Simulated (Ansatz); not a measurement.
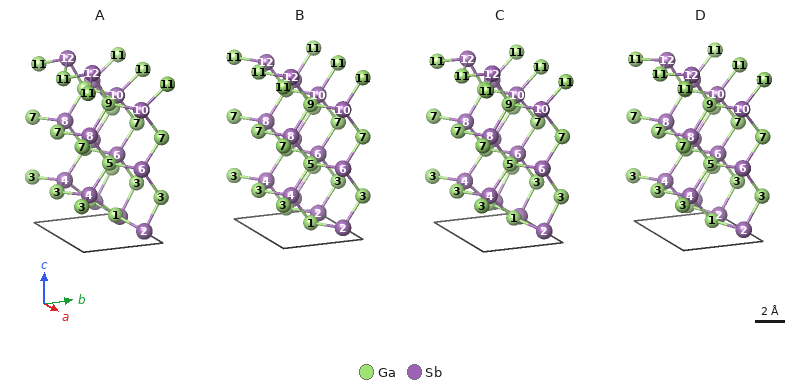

4 geometries from one relaxation of a slab of composition GaSb (cut from the F-43m phase), in shuffled order. The picture is a ball-and-stick view of the 2 × 1 repeat of the cell, outlined in the plane, without the vacuum, seen slightly off an axis.

Case: (1 1 0) slab, atoms relaxed. The slab is the (1 1 0) face of GaSb.

The calculation used DFT LDA, scalar-relativistic, plane waves, PAW in Ansatz 0.2.0. (plane-wave cutoff 420 eV; k-point mesh 8 × 6 × 1; occupations gaussian; smearing width 0.1 eV; no spin polarisation; dipole correction; atoms relaxed in a fixed cell; force threshold 0.02 eV/Å; at most 60 steps)

> Order the frames from highest to lowest energy.

B, D, C, A. They are steps 0, 1, 2, 5, at +1.229 eV per cell of the calculation, +0.495 eV per cell of the calculation, +0.128 eV per cell of the calculation relative to the last. Over 5 geometry steps the energy falls by 1.229 eV per cell of the calculation. Largest force component: 0.99 eV/Å at the start, 0.011 eV/Å at the end. The largest moves relative to the layer's centre, 0.62 Å, are those of Ga1 and Ga11. Ga1 goes at 34° to the normal (+c side). By element the largest moves are Ga 0.62 Å, Sb 0.29 Å. The cell stays as it was. Near-neighbour distances that change, for instance: Ga1–Sb4 2.619 → 2.594 Å, Ga3–Sb6 2.619 → 2.636 Å, Ga11–Sb12 2.619 → 2.603 Å, Ga3–Sb4 2.619 → 2.627 Å. Bond angles that change, for instance: Ga1–Sb2–Ga3 109.5° → 88.3°, Ga1–Sb4–Ga5 109.5° → 94.3°, Sb2–Ga1–Sb4 109.5° → 124.4°. The run took 5.2 min on 4 threads of Intel(R) Xeon(R) Platinum 8259CL CPU @ 2.50GHz (Skylake/Cascade Lake) (shared host), peak memory 2.2 GiB.
